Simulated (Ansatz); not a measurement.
# SiC: one change and its effect

System: SiC (P6₃mc, 4 atoms in the cell).
Method of run 1: Kohn-Sham DFT of a periodic cell, SVWN5, Ansatz PAW, no spin polarisation (Ansatz 0.2.0).

The structure derives from an entry of the Crystallography Open Database. Text and figures count atoms from 1; the logs count them from 0 in places.

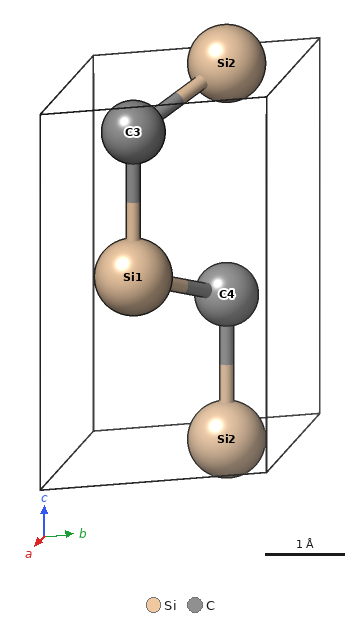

Figure 1. The structure as given in the input (ball-and-stick view of the cell of the calculation, seen slightly off an axis; atoms are numbered from 1 in the order of the input). Near neighbours in the crystal (not all of them lie inside the picture): Si has 4 C at 1.84 to 1.92 Å; C has 4 Si at 1.84 to 1.92 Å.

Input, run 1:
```yaml
crystal:
  lattice:
    - [3.0344273363, 0.0, 0.0]
    - [-1.5172136681, 2.6278911591, 0.0]
    - [0.0, 0.0, 4.9797754205]
  atoms:
    - { symbol: Si, position: [0.6666666667, 0.3333333333, 0.5] }
    - { symbol: Si, position: [0.3333333333, 0.6666666667, 0.0] }
    - { symbol: C, position: [0.6666666667, 0.3333333333, 0.885] }
    - { symbol: C, position: [0.3333333333, 0.6666666667, 0.385] }
hamiltonian:
  xc: { exchange: slater, correlation: vwn5 }
  pseudopotentials: { kind: paw }
kpoints:
  mp_grid: { grid: [10, 10, 5] }
scf:
  occupations: { method: fermi_dirac, width: 0.05 }
output:
  forces: true
  stress: true
  eigenvalues: true
```

Launched with:
```bash
ansatz run input.yaml --threads 2 --pin off --max-ram 5120MiB --backend cpu --events-out ev --progress --plain --runs-dir out
```

Hardware: 2 threads of Arm Neoverse V2, 24 GiB of memory available, shared host.

Output, shortened to warnings, some set-up lines, iterations and results (run 1):
```
Basis set: ecut = 420 eV, 785 PW (Γ)
Symmetry: 12 space group operations
k-points: 42 of 500 (time reversal used)
Initial density: superposition of atomic densities (neutral atoms: chi_scale 0, normalization atom), corrected by the library's trained network
[...]
SCF iter   1: F=—  HF=-1704.710299 eV  |F-HF|=—  |Δ(HF+E_count)|=         —  Δρ=7.55e-3  dr2=2.24e-2  ethr=1.77e-3  ⟨swp⟩=5.2  Hψ=3300  notcnv=0
SCF iter   2: F=—  HF=-1704.704059 eV  |F-HF|=—  |Δ(HF+E_count)|=   6.24e-3  Δρ=3.38e-3  dr2=1.96e-3  ethr=1.40e-4  ⟨swp⟩=2.9  Hψ=1298  notcnv=0
SCF iter   3: F=—  HF=-1704.703538 eV  |F-HF|=—  |Δ(HF+E_count)|=   5.21e-4  Δρ=1.39e-3  dr2=3.19e-4  ethr=1.22e-5  ⟨swp⟩=2.9  Hψ=838  notcnv=0
SCF iter   4: F=—  HF=-1704.703463 eV  |F-HF|=—  |Δ(HF+E_count)|=   7.50e-5  Δρ=5.02e-4  dr2=4.27e-5  ethr=2.00e-6  ⟨swp⟩=1.0  Hψ=504  notcnv=0
SCF iter   5: F=—  HF=-1704.703455 eV  |F-HF|=—  |Δ(HF+E_count)|=   7.77e-6  Δρ=8.75e-5  dr2=1.35e-6  ethr=2.67e-7  ⟨swp⟩=1.0  Hψ=504  notcnv=0
SCF iter   6: F=-1704.703455 eV  HF=-1704.703455 eV  |F-HF|=4.37e-10  |Δ(HF+E_count)|=   2.24e-7  Δρ=5.74e-6  dr2=4.92e-9  ethr=6.25e-10  ⟨swp⟩=3.0  Hψ=2122  notcnv=0
SCF 1 converged in 6 iterations: F = -1704.703455 eV  dr2 = 4.92e-9
SCF converged after 6 iterations
Free energy (F): -1704.703455 eV
Harris-Foulkes:  -1704.703455 eV  (|F-HF|=4.37e-10)
Internal energy: -1704.703455 eV  (E = F + TS)
E sigma→0 (E₀):  -1704.703455 eV
Fermi energy:    11.178446 eV
--- Per-component energies (eV) ---
  E_band       = 60.685616
  E_kinetic    = 276.252729
  E_local      = -209.936105  (includes V_loc(G=0)·N_el)
  E_nonlocal   = 109.001461
  E_hartree    = 63.868558
  E_xc         = -211.145419
  E_vxc        = -220.944297  (∫ρ·V_xc dr)
  E_paw        = -1156.678218  (= ΣΔE_a)
  E_vpaw       = -21.425437  (= ΣTr[D̂ρ^β])
  E_aug_tail   = 0.000028  (compensation charges beyond the density's cutoff)
  E_ewald      = -576.360494
  E_core_change = 0.294007  (= ΣΔE_core)
  E_smearing   = -0.000000  (= −TS)
  E_closure    = -0.000000  (closes the sum)
  Σ components = -1704.703455   (vs F -1704.703455, Δ=0.00e0)
--- Forces (eV/Å), atoms counted from 1 ---
  atom   1  Si    -0.00000000     0.00000000     0.79865194
  atom   2  Si     0.00000000    -0.00000000     0.79865194
  atom   3  C     -0.00000000     0.00000000    -0.79867680
  atom   4  C      0.00000000    -0.00000000    -0.79867680
  max |Σ_I F_I| component: 4.97e-5 eV/Å
--- Stress (GPa, compression-positive) ---
        7.340105       0.000000      -0.000000
        0.000000       7.340105      -0.000000
       -0.000000      -0.000000       1.353024
  P = ⅓ Tr σ = 5.3444 GPa (53.444 kbar)
```

Run 2 used a changed input.

The two runs side by side:

| quantity | run 1 | run 2 |
| --- | --- | --- |
| outcome | converged | converged |
| free energy per atom (eV) | −426.1759 | −445.7123 |
| gap on the mesh (eV) | 2.31 | 2.77 |
| pressure (GPa) | 5.34 | 18.38 |
| largest force (eV/Å) | 0.799 | 0.826 |
| SCF iterations | 6 | 6 |
| irreducible k-points | 42 | 42 |
| plane waves at Γ | 785 | 785 |
| wall time (shared host) | 1.1 s | 1.1 s |

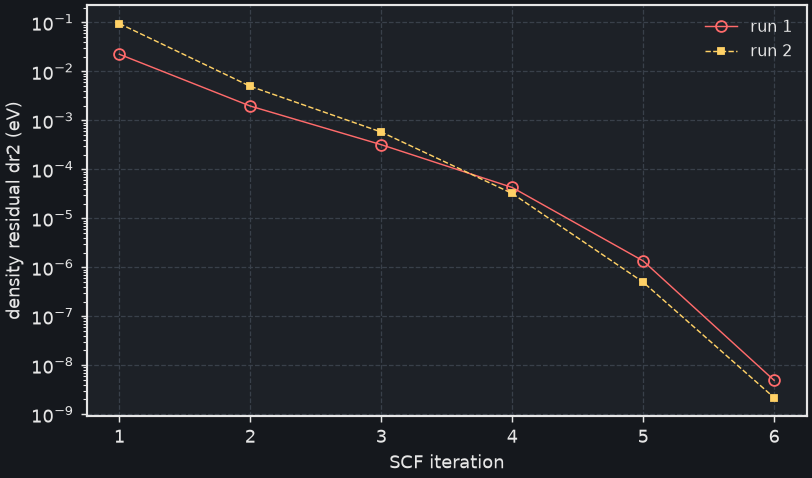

Figure 2. Convergence of the two runs: density residual dr2 against the SCF iteration. Run 1 takes 6 iterations in all, and run 2 takes 6.

Which change of the input explains these differences?

The change (lines with − go, lines with + come):
```diff
-  xc: { exchange: slater, correlation: vwn5 }
+  xc: blyp
```

The total energies belong to different methods, so their difference says nothing on which is more stable or more accurate. The gap on the mesh goes from 2.31 to 2.77 eV. The pressure goes from 5.34 to 18.38 GPa. The largest force goes from 0.799 to 0.826 eV/Å. The functional changes from one typed by its parts (see the input) to BLYP. The number of SCF iterations is the same.

Output, shortened to warnings, some set-up lines, iterations and results (run 2):
```
Basis set: ecut = 420 eV, 785 PW (Γ), exchange–correlation on 48×48×72 points (8 copies of the dense FFT grid, shifted against one another)
Symmetry: 12 space group operations
k-points: 42 of 500 (time reversal used)
Initial density: superposition of atomic densities (neutral atoms: chi_scale 0, normalization atom), corrected by the library's trained network
[...]
SCF iter   1: F=—  HF=-1782.882101 eV  |F-HF|=—  |Δ(HF+E_count)|=         —  Δρ=1.55e-2  dr2=9.49e-2  ethr=1.77e-3  ⟨swp⟩=5.2  Hψ=3330  notcnv=0
SCF iter   2: F=—  HF=-1782.851090 eV  |F-HF|=—  |Δ(HF+E_count)|=   3.10e-2  Δρ=3.42e-3  dr2=4.96e-3  ethr=5.93e-4  ⟨swp⟩=2.6  Hψ=1284  notcnv=0
SCF iter   3: F=—  HF=-1782.849512 eV  |F-HF|=—  |Δ(HF+E_count)|=   1.58e-3  Δρ=1.28e-3  dr2=5.78e-4  ethr=3.10e-5  ⟨swp⟩=2.4  Hψ=830  notcnv=0
SCF iter   4: F=—  HF=-1782.849353 eV  |F-HF|=—  |Δ(HF+E_count)|=   1.60e-4  Δρ=3.18e-4  dr2=3.22e-5  ethr=3.61e-6  ⟨swp⟩=2.0  Hψ=840  notcnv=0
SCF iter   5: F=—  HF=-1782.849363 eV  |F-HF|=—  |Δ(HF+E_count)|=   9.98e-6  Δρ=4.00e-5  dr2=4.97e-7  ethr=2.01e-7  ⟨swp⟩=2.3  Hψ=853  notcnv=0
SCF iter   6: F=-1782.849363 eV  HF=-1782.849363 eV  |F-HF|=1.10e-10  |Δ(HF+E_count)|=   2.23e-8  Δρ=2.72e-6  dr2=2.18e-9  ethr=6.25e-10  ⟨swp⟩=5.9  Hψ=2584  notcnv=0
SCF 1 converged in 6 iterations: F = -1782.849363 eV  dr2 = 2.18e-9
SCF converged after 6 iterations
Free energy (F): -1782.849363 eV
Harris-Foulkes:  -1782.849363 eV  (|F-HF|=1.10e-10)
Internal energy: -1782.849363 eV  (E = F + TS)
E sigma→0 (E₀):  -1782.849363 eV
Fermi energy:    12.052596 eV
--- Per-component energies (eV) ---
  E_band       = 71.769941
  E_kinetic    = 279.315955
  E_local      = -214.168322  (includes V_loc(G=0)·N_el)
  E_nonlocal   = 108.437640
  E_hartree    = 67.128237
  E_xc         = -208.817566
  E_vxc        = -215.392064  (∫ρ·V_xc dr)
  E_paw        = -1238.417044  (= ΣΔE_a)
  E_vpaw       = -20.679360  (= ΣTr[D̂ρ^β])
  E_aug_tail   = 0.000027  (compensation charges beyond the density's cutoff)
  E_ewald      = -576.360494
  E_core_change = 0.032204  (= ΣΔE_core)
  E_smearing   = -0.000000  (= −TS)
  E_closure    = 0.000000  (closes the sum)
  Σ components = -1782.849363   (vs F -1782.849363, Δ=0.00e0)
--- Forces (eV/Å), atoms counted from 1 ---
  atom   1  Si    -0.00000000     0.00000000     0.82574422
  atom   2  Si     0.00000000    -0.00000000     0.82574422
  atom   3  C     -0.00000000     0.00000000    -0.82574114
  atom   4  C      0.00000000    -0.00000000    -0.82574114
  max |Σ_I F_I| component: 6.16e-6 eV/Å
--- Stress (GPa, compression-positive) ---
       20.271913       0.000000       0.000000
        0.000000      20.271913       0.000000
        0.000000       0.000000      14.602836
  P = ⅓ Tr σ = 18.3822 GPa (183.822 kbar)
```

For run 2: Points of doubt noted for this run: forces on files of another functional. The cell is under a pressure of 18.4 GPa at this level, so it is not at its equilibrium volume.
